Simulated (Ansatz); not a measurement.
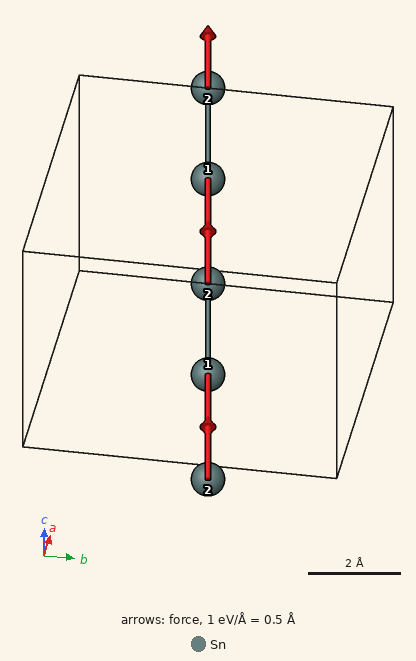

Starting geometry of a wire of composition Sn with the computed forces as red arrows. Style: ball-and-stick. Shown: the cell of the calculation, with the vacuum cut short, from a free direction.

Case: dimerised chain of atoms.

Theory: DFT PBE, scalar-relativistic, plane waves, PAW in Ansatz 0.2.0. Set-up: plane-wave cutoff 420 eV; k-point mesh 1 × 1 × 13; occupations gaussian; smearing width 0.05 eV; collinear spin; cell relaxed at fixed a, b, alpha, beta, gamma; force threshold 0.01 eV/Å; at most 45 steps.

Is this structure relaxed? If not, where do the atoms go?

Answer. It isn't relaxed: the largest force vector, on Sn atoms, is 3.38 eV/Å. The atoms end up moving mostly along the starting forces (cosine between the two patterns 1.00). The largest moves relative to the layer's centre, 0.098 Å, are those of Sn1 and Sn2. Along the periodic axis the drawn cell goes c 5.187 → 5.614 Å (+8.2 %). Among the contacts that change: Sn1–Sn2 2.412 → 2.807 Å, Sn1–Sn2 (another image) 2.775 → 2.807 Å. Over 8 accepted moves (10 points after the start) the energy falls by 0.444 eV per cell of the calculation. Largest force component: 3.4 eV/Å at the start, 0.00032 eV/Å at the end. The line search rejected the trial step at point 8 of the run. At 1 point the geometry stayed and the basis and grid were re-selected for the new cell (energy shift of 1.0 meV per cell of the calculation at most each time).

Limits of the set-up: the k-point mesh is coarse for a cell with partly filled bands.
